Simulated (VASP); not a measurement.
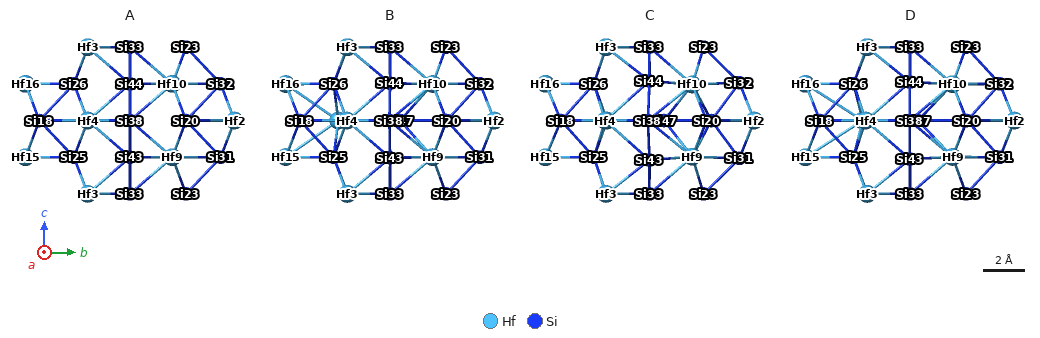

4 geometries from one relaxation of a defect cell of composition Hf16Si31, in shuffled order. Style: ball-and-stick. Shown: the atoms within 5.8 Å of the atom that moves most (axes of the cell of the calculation (origin shifted)), along the a axis.

The run lets the atoms move in a fixed cell.

Theory: Kohn-Sham DFT of a periodic cell, PBE, VASP PAW PBE potentials, recommended (VASP 6.6.1). Set-up: plane-wave cutoff 520 eV; k-point mesh 3 × 2 × 3; occupations methfessel-paxton; smearing width 0.1 eV; no spin polarisation.

Put them in the order of the run, from the start to the converged end.

Answer. A, B, D, C. They are steps 0, 1, 4, 20, at +7.146 eV per cell of the calculation, +2.775 eV per cell of the calculation, +0.671 eV per cell of the calculation relative to the last. After 20 geometry steps the energy has fallen by 7.146 eV per cell of the calculation. Largest force component: 12 eV/Å at the start, 0.0095 eV/Å at the end. The largest move is that of a Si atom, 0.70 Å along +b. Largest moves by element: Si 0.70 Å, Hf 0.13 Å. The cell stays as it was. Among the contacts that change: Hf–Si 2.098 → 2.832 Å, Si–Si 2.783 → 2.343 Å, Si–Si 1.836 → 2.246 Å, Hf–Si 3.330 → 2.924 Å. Among the angles between lasting bonds that change: Si–Si–Si 89.5° → 79.6°, Hf–Si–Si 117.5° → 111.7°, Hf–Si–Hf 124.6° → 129.5°.

Limits of the set-up: the periodic images lie only 7.3 Å apart, so the values are limited by the cell's size.
